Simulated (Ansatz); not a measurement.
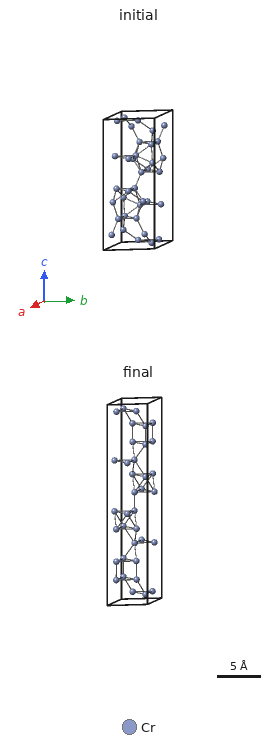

The structure of crystalline Cr (built on the alpha-boron_166 type) (coarse preliminary run) before (top) and after (bottom) a relaxation, at one scale.

Style: ball-and-stick. Shown: the conventional cell (3 times the calculation's cell), slightly off an axis. Lengths and directions refer to the drawn axes.

Case: alpha-boron type (R-3m, No. 166).

Computed with Ansatz 0.2.0, DFT PBEsol, scalar-relativistic, plane waves, PAW.

Input
```yaml
crystal:
  lattice:
    - [3.0469564958, 1.7591611531, 5.1962861953]
    - [-3.0469564958, 1.7591611531, 5.1962861953]
    - [0.0, -3.5183223061, 5.1962861953]
  atoms:
    - { symbol: Cr, position: [0.01019, 0.65361, 0.01019] }
    - { symbol: Cr, position: [0.01019, 0.01019, 0.65361] }
    - { symbol: Cr, position: [0.65361, 0.01019, 0.01019] }
    - { symbol: Cr, position: [0.98981, 0.34639, 0.98981] }
    - { symbol: Cr, position: [0.34639, 0.98981, 0.98981] }
    - { symbol: Cr, position: [0.98981, 0.98981, 0.34639] }
    - { symbol: Cr, position: [0.22118, 0.6306, 0.22118] }
    - { symbol: Cr, position: [0.22118, 0.22118, 0.6306] }
    - { symbol: Cr, position: [0.6306, 0.22118, 0.22118] }
    - { symbol: Cr, position: [0.77882, 0.3694, 0.77882] }
    - { symbol: Cr, position: [0.3694, 0.77882, 0.77882] }
    - { symbol: Cr, position: [0.77882, 0.77882, 0.3694] }
basis:
  ecutwfc: 420
kpoints:
  mp_grid: { grid: [3, 3, 3] }
hamiltonian:
  xc: pbesol
scf:
  occupations: { method: gaussian, width: 0.1 }
  lower_state_search: "off"
output:
  forces: true
  stress: true
  eigenvalues: true
relax:
  adjacent_minimum: "off"
  f_tol: 0.04
  max_steps: 70
  cell: { stress_tol: 0.4 }
```

Question: Describe what moved and what it gained.

Answer: The largest moves relative to the cell, 0.48 Å, are those of Cr1, Cr2, Cr3, Cr4, Cr5 and Cr6. Cr6 goes in a general direction near [−1 −3 1]. The volume changes by −4.8 %, with a = b 6.094 → 4.797 Å (−21.3 %), c 15.589 → 23.944 Å (+53.6 %). Among the contacts that change: Cr1–Cr7 2.231 → 3.855 Å, Cr1–Cr2 3.921 → 2.422 Å, Cr10–Cr11 3.599 → 2.432 Å, Cr1–Cr2 (another image) 2.173 → 2.375 Å. New bonds form: Cr10–Cr11 (3.60 → 2.43 Å), Cr10–Cr12 (3.60 → 2.43 Å), Cr11–Cr12 (3.60 → 2.43 Å), Cr1–Cr2 (3.92 → 2.42 Å). Bonds break: Cr1–Cr7 (2.23 → 3.85 Å), Cr2–Cr8 (2.23 → 3.85 Å), Cr3–Cr9 (2.23 → 3.85 Å), Cr4–Cr10 (2.23 → 3.85 Å). Among the angles between lasting bonds that change: Cr4–Cr8–Cr10 60.1° → 108.2°, Cr10–Cr8–Cr11 108.9° → 61.1°, Cr11–Cr1–Cr12 107.0° → 61.8°. The space group stays R-3m (No. 166). Over 33 accepted moves (42 points after the start) the energy falls by 734 meV per atom. The largest force component goes from 2.8 to 0.031 eV/Å. The pressure goes from 25.65 to −0.01 GPa. The line search rejected the trial steps at points 12, 14, 16, 27, 31 of the run. At 4 points the geometry stayed and the basis and grid were re-selected for the new cell (energy shift of 17.6 meV per atom at most each time). The run took of the order of 6 core-minutes on a shared host.
